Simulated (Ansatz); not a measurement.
Input file:

```
crystal:
  lattice:
    - [5.43094, 0.0, 0.0]
    - [0.0, -5.43094, 0.0]
    - [0.0, 0.0, -5.43094]
  atoms:
    - { symbol: Si, position: [0.5040720884, 0.0020531293, -0.0019329368] }
    - { symbol: Si, position: [-0.002273529, 0.4981754301, -0.0054157801] }
    - { symbol: Si, position: [-0.0010048173, 0.0034195532, 0.5075678183] }
    - { symbol: Si, position: [0.497738043, 0.5013150666, 0.5022831761] }
    - { symbol: Si, position: [0.7418189121, 0.748582146, 0.746307545] }
    - { symbol: Si, position: [0.2547067472, 0.256856401, 0.7545170496] }
    - { symbol: Si, position: [0.249740074, 0.7481800975, 0.2483256397] }
    - { symbol: Si, position: [0.7552024815, 0.2414181763, 0.2483474883] }
basis:
  ecutwfc: 500
kpoints:
  mp_grid: { grid: [6, 6, 6] }
hamiltonian:
  xc: r2scan
scf:
  occupations: { method: gaussian, width: 0.05 }
output:
  forces: true
  stress: true
  eigenvalues: true
  write_density: true
  write_potential: true
  elf: true
  volumetric_format: npy
```

Command:

```sh
ansatz run input.yaml --threads 2 --pin off --max-ram 5120MiB --backend cpu --events-out ev --progress --plain --runs-dir out
```

Below, planes, directions and counts refer to the conventional cell (a = 5.43 Å, b = 5.43 Å, c = 5.43 Å, α = 90.00°, β = 90.00°, γ = 90.00°).

Space group P1; changed on purpose from its base cell (all atoms moved at random (sigma 0.03 A a component)); not relaxed (largest force 0.9 eV/Å).

Theory: DFT r2SCAN, scalar-relativistic, plane waves, PAW in Ansatz 0.2.0.

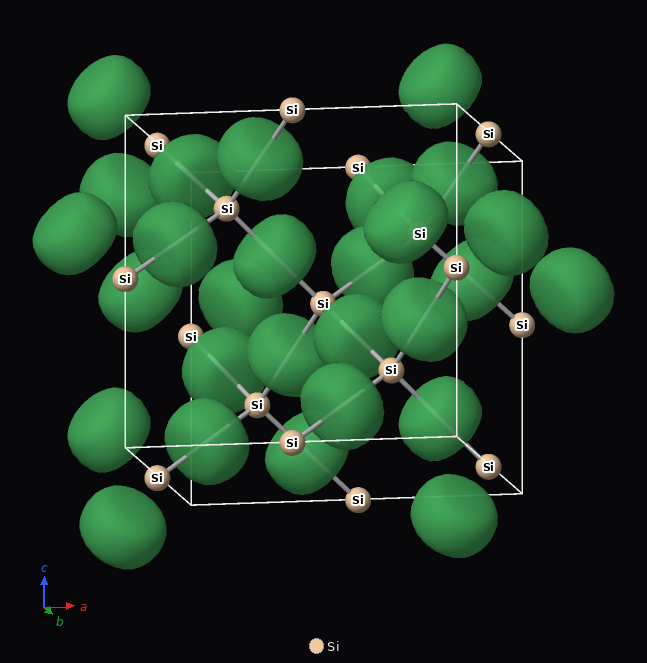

Si. Isosurface of the electron localisation function at 0.8 (green), seen at an oblique angle. Core shells and regions of very low density are left out. Sticks mark near contacts.

Core electrons are frozen (PAW), and the valence fields are smoothed inside the atomic spheres.

**What do the ELF domains correspond to?**

The ELF exceeds this value in 16 regions between bonded Si–Si atoms (shared pairs), counted in one cell of 8 atoms. Any copies at cell faces, edges or corners count once. Profiles from the grid: Si–Si (2.31 Å): the ELF peaks at about 0.95 between the atoms (localised, covalent bonding). Si–Si (2.35 Å): the ELF peaks at about 0.95 between the atoms: a shared electron pair.

**Does the calculation make it a metal, or give it a gap?**

It is gapped, with a Kohn–Sham gap of 0.65 eV on the k-point mesh, an upper bound to the gap of this method.
